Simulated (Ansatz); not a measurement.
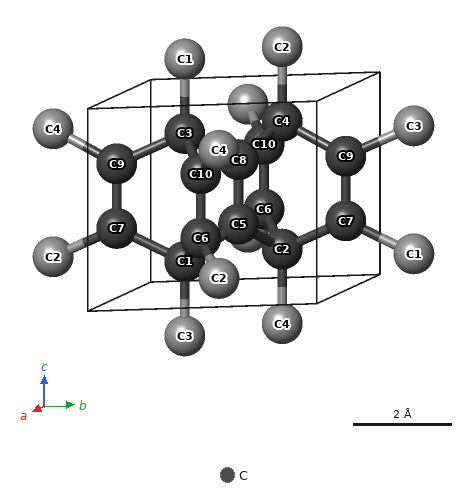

**Figure 1.** The structure as given in the input (ball-and-stick view of the cell of the calculation, seen slightly off an axis; neighbours outside the cell are drawn fainter; atoms are numbered from 1 in the order of the input). Near neighbours in the crystal (not all of them lie inside the picture): C has 4 C at 1.53 to 1.55 Å; C has 3 C at 1.33 to 1.55 Å.

## C: a changed input and its effect

System: C (Pm, 10 atoms in the cell).
Method of the first run: DFT PBE, scalar-relativistic, plane waves, PAW, no spin polarisation (Ansatz 0.2.0).

The structure derives from an entry of the Crystallography Open Database. Text and figures count atoms from 1; the logs count them from 0 in places.

The input, the first run:
```yaml
crystal:
  lattice:
    - [4.8371701216, 0.0, 0.0]
    - [-2.4185850608, 4.1891122077, 0.0]
    - [0.0, 0.0, 4.1724817111]
  atoms:
    - { symbol: C, position: [0.6540951805, 0.3283552148, 0.1839325] }
    - { symbol: C, position: [0.3207618471, 0.6616885482, 0.1839325] }
    - { symbol: C, position: [0.6540951805, 0.3283552148, 0.8160675] }
    - { symbol: C, position: [0.3207618471, 0.6616885482, 0.8160675] }
    - { symbol: C, position: [0.5170919785, 0.5253170292, 0.3404600926] }
    - { symbol: C, position: [-0.0136172928, 0.4900314498, 0.3404600926] }
    - { symbol: C, position: [0.5216682866, -0.0053922421, 0.3404600926] }
    - { symbol: C, position: [0.5170919785, 0.5253170292, 0.6595399074] }
    - { symbol: C, position: [0.5216682866, -0.0053922421, 0.6595399074] }
    - { symbol: C, position: [-0.0136172928, 0.4900314498, 0.6595399074] }
basis:
  ecutwfc: 420
kpoints:
  mp_grid: { grid: [12, 12, 10] }
hamiltonian:
  xc: pbe
scf:
  occupations: { method: gaussian, width: 0.15 }
output:
  forces: true
  stress: true
  eigenvalues: true
```

Launched with:
```bash
ansatz run input.yaml --threads 2 --pin off --max-ram 5120MiB --backend cpu --events-out ev --progress --plain --runs-dir out
```

Hardware: 2 threads of Intel Xeon @ 2.50GHz (Skylake/Cascade Lake), 64 GiB of memory available, shared host.

Output, shortened to warnings, some set-up lines, iterations and results (the first run):
```
Basis set: ecut = 420 eV, 1639 PW (Γ), exchange–correlation on 72×72×60 points (8 copies of the dense FFT grid, shifted against one another)
Symmetry: 2 space group operations
k-points: 444 of 1440 (time reversal used)
Initial density: superposition of atomic densities (neutral atoms: chi_scale 0, normalization atom), corrected by the library's trained network
[...]
SCF iter   1: F=—  HF=-2503.183087 eV  |F-HF|=—  |Δ(HF+E_count)|=         —  Δρ=1.81e-2  dr2=3.55e-1  ethr=1.77e-3  ⟨swp⟩=6.0  Hψ=63307  notcnv=0  defer=221
SCF iter   2: F=—  HF=-2503.115532 eV  |F-HF|=—  |Δ(HF+E_count)|=   6.76e-2  Δρ=9.73e-3  dr2=1.04e-1  ethr=8.87e-4  ⟨swp⟩=1.1  Hψ=16909  notcnv=0  defer=338
SCF iter   3: F=—  HF=-2503.091447 eV  |F-HF|=—  |Δ(HF+E_count)|=   2.41e-2  Δρ=2.19e-3  dr2=1.06e-2  ethr=2.60e-4  ⟨swp⟩=2.2  Hψ=16707  notcnv=0  defer=338
SCF iter   4: F=—  HF=-2503.092448 eV  |F-HF|=—  |Δ(HF+E_count)|=   1.00e-3  Δρ=1.05e-3  dr2=2.58e-3  ethr=2.65e-5  ⟨swp⟩=2.4  Hψ=18597  notcnv=0  defer=338
SCF iter   5: F=—  HF=-2503.094721 eV  |F-HF|=—  |Δ(HF+E_count)|=   2.27e-3  Δρ=3.34e-4  dr2=1.67e-4  ethr=6.44e-6  ⟨swp⟩=2.3  Hψ=18746  notcnv=0  defer=338
SCF iter   6: F=—  HF=-2503.095170 eV  |F-HF|=—  |Δ(HF+E_count)|=   4.49e-4  Δρ=7.70e-5  dr2=8.68e-6  ethr=4.17e-7  ⟨swp⟩=2.1  Hψ=20236  notcnv=0  defer=338
SCF iter   7: F=—  HF=-2503.095198 eV  |F-HF|=—  |Δ(HF+E_count)|=   2.73e-5  Δρ=2.21e-5  dr2=8.23e-7  ethr=2.17e-8  ⟨swp⟩=2.3  Hψ=21833  notcnv=0  defer=1653
SCF iter   8: F=—  HF=-2503.095198 eV  |F-HF|=—  |Δ(HF+E_count)|=   5.50e-7  Δρ=8.27e-6  dr2=1.37e-7  ethr=2.50e-10  ⟨swp⟩=11.7  Hψ=71642  notcnv=0
SCF iter   9: F=-2503.095198 eV  HF=-2503.095198 eV  |F-HF|=3.51e-8  |Δ(HF+E_count)|=   1.75e-7  Δρ=2.59e-6  dr2=9.16e-9  ethr=2.50e-10  ⟨swp⟩=5.3  Hψ=50790  notcnv=0
SCF 1 converged in 9 iterations: F = -2503.095198 eV  dr2 = 9.16e-9
SCF converged after 9 iterations
Free energy (F): -2503.095198 eV
Harris-Foulkes:  -2503.095198 eV  (|F-HF|=3.51e-8)
Internal energy: -2503.085876 eV  (E = F + TS)
E sigma→0 (E₀):  -2503.090537 eV
Entropy (-TS):   -0.009323 eV (-0.932 meV/atom)
Fermi energy:    8.051701 eV
--- Per-component energies (eV) ---
  E_band       = -47.421625
  E_kinetic    = 907.279203
  E_local      = -1634.815886  (includes V_loc(G=0)·N_el)
  E_nonlocal   = 269.643135
  E_hartree    = 535.696452
  E_xc         = -479.950610
  E_vxc        = -594.668006  (∫ρ·V_xc dr)
  E_paw        = -991.982326  (= ΣΔE_a)
  E_vpaw       = -66.251602  (= ΣTr[D̂ρ^β])
  E_aug_tail   = 0.000086  (compensation charges beyond the density's cutoff)
  E_ewald      = -1108.955930
  E_smearing   = -0.009323  (= −TS)
  E_closure    = 0.000000  (closes the sum)
  Σ components = -2503.095198   (vs F -2503.095198, Δ=0.00e0)
--- Forces (eV/Å), atoms counted from 1 ---
  atom   1  C      0.88397445     0.36756484     0.09074737
  atom   2  C      0.93024098     0.40832443     0.07858276
  atom   3  C      0.88397445     0.36756484    -0.09074737
  atom   4  C      0.93024098     0.40832443    -0.07858276
  atom   5  C     -0.38005758    -2.01761198    -0.36038560
  atom   6  C      0.78812679     0.78987522    -0.15907839
  atom   7  C     -2.22228913     0.45184553    -0.42135071
  atom   8  C     -0.38005758    -2.01761198     0.36038560
  atom   9  C     -2.22228913     0.45184553     0.42135071
  atom  10  C      0.78812679     0.78987522     0.15907839
  max |Σ_I F_I| component: 9.00e-6 eV/Å
--- Stress (GPa, compression-positive) ---
       -2.199146      -1.311592       0.000000
       -1.311592       0.332731       0.000000
        0.000000       0.000000       0.532399
  P = ⅓ Tr σ = -0.4447 GPa (-4.447 kbar)
```

For the second run the input was changed thus:
```diff
-    - { symbol: C, position: [0.6540951805, 0.3283552148, 0.1839325] }
-    - { symbol: C, position: [0.3207618471, 0.6616885482, 0.1839325] }
-    - { symbol: C, position: [0.6540951805, 0.3283552148, 0.8160675] }
-    - { symbol: C, position: [0.3207618471, 0.6616885482, 0.8160675] }
-    - { symbol: C, position: [0.5170919785, 0.5253170292, 0.3404600926] }
-    - { symbol: C, position: [-0.0136172928, 0.4900314498, 0.3404600926] }
-    - { symbol: C, position: [0.5216682866, -0.0053922421, 0.3404600926] }
-    - { symbol: C, position: [0.5170919785, 0.5253170292, 0.6595399074] }
-    - { symbol: C, position: [0.5216682866, -0.0053922421, 0.6595399074] }
-    - { symbol: C, position: [-0.0136172928, 0.4900314498, 0.6595399074] }
+    - { symbol: C, position: [0.6760952813, 0.3370669222, 0.1839325] }
+    - { symbol: C, position: [0.342761948, 0.6704002555, 0.1839325] }
+    - { symbol: C, position: [0.6760952813, 0.3370669222, 0.8160675] }
+    - { symbol: C, position: [0.342761948, 0.6704002555, 0.8160675] }
+    - { symbol: C, position: [0.4871810161, 0.4810122281, 0.3404600926] }
+    - { symbol: C, position: [0.0102129696, 0.5074764126, 0.3404600926] }
+    - { symbol: C, position: [0.483748785, 0.0040441816, 0.3404600926] }
+    - { symbol: C, position: [0.4871810161, 0.4810122281, 0.6595399074] }
+    - { symbol: C, position: [0.483748785, 0.0040441816, 0.6595399074] }
+    - { symbol: C, position: [0.0102129696, 0.5074764126, 0.6595399074] }
```

What does this change do to the results?

With the same functional and potentials, the second run lies 29.1 meV per atom lower. The pressure goes from −0.44 to −0.26 GPa. The largest force goes from 2.307 to 1.714 eV/Å. The number of SCF iterations is the same.

Output, shortened to warnings, some set-up lines, iterations and results (the second run):
```
Basis set: ecut = 420 eV, 1639 PW (Γ), exchange–correlation on 72×72×60 points (8 copies of the dense FFT grid, shifted against one another)
Symmetry: 2 space group operations
k-points: 444 of 1440 (time reversal used)
Initial density: superposition of atomic densities (neutral atoms: chi_scale 0, normalization atom), corrected by the library's trained network
[...]
SCF iter   1: F=—  HF=-2503.481466 eV  |F-HF|=—  |Δ(HF+E_count)|=         —  Δρ=1.83e-2  dr2=3.76e-1  ethr=1.77e-3  ⟨swp⟩=6.0  Hψ=63310  notcnv=0  defer=208
SCF iter   2: F=—  HF=-2503.408556 eV  |F-HF|=—  |Δ(HF+E_count)|=   7.29e-2  Δρ=9.94e-3  dr2=1.13e-1  ethr=9.39e-4  ⟨swp⟩=1.1  Hψ=16930  notcnv=0  defer=305
SCF iter   3: F=—  HF=-2503.381630 eV  |F-HF|=—  |Δ(HF+E_count)|=   2.69e-2  Δρ=2.26e-3  dr2=1.15e-2  ethr=2.82e-4  ⟨swp⟩=2.1  Hψ=16858  notcnv=0  defer=305
SCF iter   4: F=—  HF=-2503.382772 eV  |F-HF|=—  |Δ(HF+E_count)|=   1.14e-3  Δρ=1.10e-3  dr2=2.82e-3  ethr=2.86e-5  ⟨swp⟩=2.3  Hψ=18549  notcnv=0  defer=305
SCF iter   5: F=—  HF=-2503.385268 eV  |F-HF|=—  |Δ(HF+E_count)|=   2.50e-3  Δρ=3.48e-4  dr2=1.82e-4  ethr=7.04e-6  ⟨swp⟩=2.3  Hψ=19002  notcnv=0  defer=305
SCF iter   6: F=—  HF=-2503.385737 eV  |F-HF|=—  |Δ(HF+E_count)|=   4.69e-4  Δρ=7.96e-5  dr2=9.34e-6  ethr=4.54e-7  ⟨swp⟩=2.1  Hψ=20227  notcnv=0  defer=305
SCF iter   7: F=—  HF=-2503.385761 eV  |F-HF|=—  |Δ(HF+E_count)|=   2.42e-5  Δρ=2.27e-5  dr2=8.59e-7  ethr=2.34e-8  ⟨swp⟩=2.2  Hψ=21573  notcnv=0  defer=1648
SCF iter   8: F=—  HF=-2503.385761 eV  |F-HF|=—  |Δ(HF+E_count)|=   4.96e-7  Δρ=8.46e-6  dr2=1.44e-7  ethr=2.50e-10  ⟨swp⟩=11.7  Hψ=71563  notcnv=0
SCF iter   9: F=-2503.385761 eV  HF=-2503.385761 eV  |F-HF|=3.45e-8  |Δ(HF+E_count)|=   1.81e-7  Δρ=2.63e-6  dr2=9.45e-9  ethr=2.50e-10  ⟨swp⟩=5.4  Hψ=51613  notcnv=0
SCF 1 converged in 9 iterations: F = -2503.385761 eV  dr2 = 9.45e-9
SCF converged after 9 iterations
Free energy (F): -2503.385761 eV
Harris-Foulkes:  -2503.385761 eV  (|F-HF|=3.45e-8)
Internal energy: -2503.377606 eV  (E = F + TS)
E sigma→0 (E₀):  -2503.381684 eV
Entropy (-TS):   -0.008155 eV (-0.816 meV/atom)
Fermi energy:    8.070756 eV
--- Per-component energies (eV) ---
  E_band       = -47.659621
  E_kinetic    = 907.925752
  E_local      = -1638.602972  (includes V_loc(G=0)·N_el)
  E_nonlocal   = 269.684734
  E_hartree    = 537.291469
  E_xc         = -480.112647
  E_vxc        = -594.874977  (∫ρ·V_xc dr)
  E_paw        = -992.079545  (= ΣΔE_a)
  E_vpaw       = -66.373602  (= ΣTr[D̂ρ^β])
  E_aug_tail   = 0.000086  (compensation charges beyond the density's cutoff)
  E_ewald      = -1107.484483
  E_smearing   = -0.008155  (= −TS)
  E_closure    = 0.000000  (closes the sum)
  Σ components = -2503.385761   (vs F -2503.385761, Δ=0.00e0)
--- Forces (eV/Å), atoms counted from 1 ---
  atom   1  C     -0.69724070    -0.30502368     0.04678020
  atom   2  C     -0.66905581    -0.27923477     0.05211487
  atom   3  C     -0.69724070    -0.30502368    -0.04678020
  atom   4  C     -0.66905581    -0.27923477    -0.05211487
  atom   5  C      0.29200715     1.50480062    -0.20971970
  atom   6  C     -0.58938084    -0.59025681    -0.09690073
  atom   7  C      1.66367329    -0.33028402    -0.24519381
  atom   8  C      0.29200715     1.50480062     0.20971970
  atom   9  C      1.66367329    -0.33028402     0.24519381
  atom  10  C     -0.58938084    -0.59025681     0.09690073
  max |Σ_I F_I| component: 6.18e-6 eV/Å
--- Stress (GPa, compression-positive) ---
       -1.265979      -0.756338       0.000000
       -0.756338       0.186342       0.000000
        0.000000       0.000000       0.312703
  P = ⅓ Tr σ = -0.2556 GPa (-2.556 kbar)
```

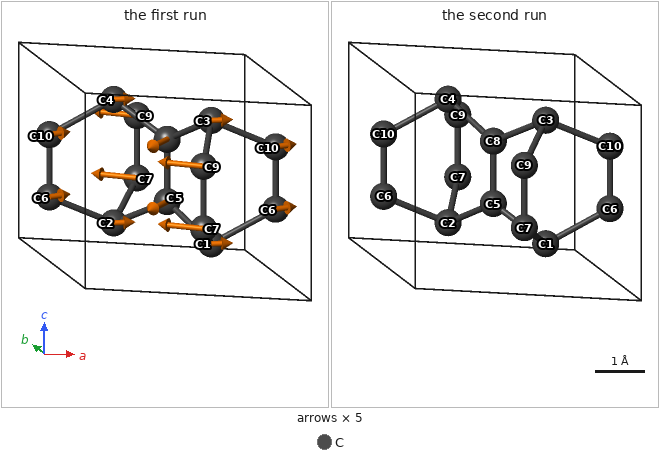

**Figure 2.** The two input geometries at one scale (ball-and-stick view of the cell of the calculation, seen slightly off an axis). The orange arrows on the first give the shifts of the atoms relative to the cell, with their mean removed, magnified 5 times. The largest moves, 0.21 Å, are those of C7 and C9. (The mean shift of all atoms is removed.) The cell stays as it was. Among the contacts that change: C1–C5 1.551 → 1.544 Å, C1–C6 1.538 → 1.545 Å, C1–C7 1.552 → 1.545 Å.

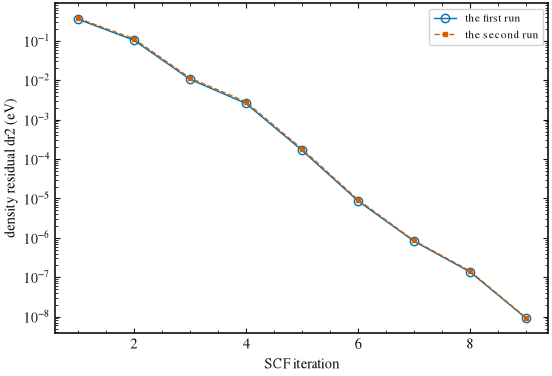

**Figure 3.** Convergence of the two runs: density residual dr2 against the SCF iteration. The first run takes 9 iterations in all, and the second run takes 9.

The two runs side by side:

```tsv
quantity	the first run	the second run
outcome	converged	converged
free energy per atom (eV)	−250.3095	−250.3386
energy per atom, smearing taken to zero (eV)	−250.3091	−250.3382
gap on the mesh (eV)	0.00	0.00
pressure (GPa)	−0.44	−0.26
largest force (eV/Å)	2.307	1.714
SCF iterations	9	9
irreducible k-points	444	444
plane waves at Γ	1639	1639
wall time (shared host)	55 s	55 s
```
